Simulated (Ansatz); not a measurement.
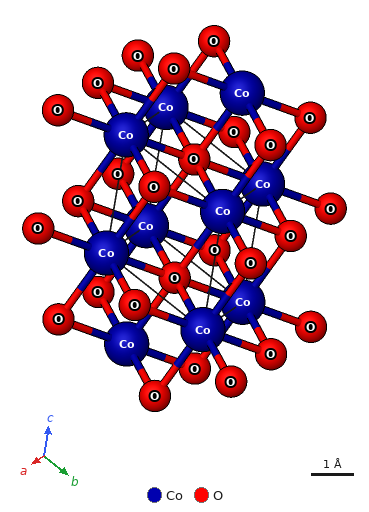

Crystalline CoO (set up in I4/mmm), before the relaxation. A ball-and-stick model of the cell of the calculation, seen slightly off an axis.

Case: relaxed functional: LDA.

Method: DFT LDA, scalar-relativistic, plane waves, PAW (Ansatz).

The input:
```yaml
crystal:
  lattice:
    - [-1.5080001529, 1.5080001529, 2.1072499549]
    - [1.5080001529, -1.5080001529, 2.1072499549]
    - [1.5080001529, 1.5080001529, -2.1072499549]
  atoms:
    - { symbol: Co, position: [0.0, 0.0, 0.0], spin: 2.82 }
    - { symbol: O, position: [0.5, 0.5, 0.0], spin: 0.32 }
basis:
  ecutwfc: 420
kpoints:
  mp_grid: { grid: [16, 16, 16] }
hamiltonian:
  xc: lda
scf:
  occupations: { method: gaussian, width: 0.02 }
output:
  forces: true
  stress: true
  eigenvalues: true
  populations: true
magnetization:
  spin_polarized: true
relax:
  adjacent_minimum: "off"
  f_tol: 0.01
  max_steps: 60
  cell: { stress_tol: 0.05 }
```

Run as
```bash
ansatz run input.yaml --threads 1 --pin off --max-ram 2560MiB --backend cpu --events-out ev --progress --plain --runs-dir out
```

**What does the optimiser find from here?**

No atom moves by more than 0.005 Å relative to the cell. The drawn cell changes as follows: a = b = c 2.998 → 2.880 Å (−3.9 %), α 119.6° → 120.0°, β 119.6° → 120.0°, γ 90.7° → 90.0°; the volume changes by −11.9 %. Among the contacts that change: Co1–O2 2.133 → 2.036 Å, Co1–O2 (another image) 2.107 → 2.036 Å. The space group (tolerance 0.01 Å) goes from I4/mmm (No. 139) to Fm-3m (No. 225). After 6 accepted moves (8 points after the start) the energy has fallen by 69.9 meV per atom. All forces vanish by symmetry, so only the cell relaxes. Pressure: −17.79 GPa at the start and −0.02 GPa at the end. At 2 points the geometry stayed and the basis and grid were re-selected for the new cell (energy shift of 4.1 meV per atom at most each time). The run took 79 s on 1 thread of Intel(R) Xeon(R) 6975P-C (Granite Rapids), with other jobs on the host, peak memory 0.58 GiB.

Step by step:

```tsv
step	E − E(0), meV/atom	pressure, GPa	volume, Å³/atom	note
0	0.00	-17.79	9.584	
1	-47.16	-11.17	9.102	
2	-73.70	2.68	8.387	
3	-73.34	-1.32	8.514	
4	-73.89	0.09	8.468	
5	-73.87	0.00	8.471	
6	-69.82	-0.82	8.471	same geometry, new basis
7	-70.06	0.01	8.445	
8	-69.88	-0.02	8.445	same geometry, new basis
```

After the run, drawn alike:

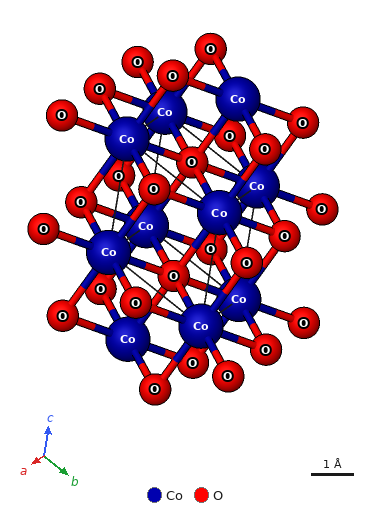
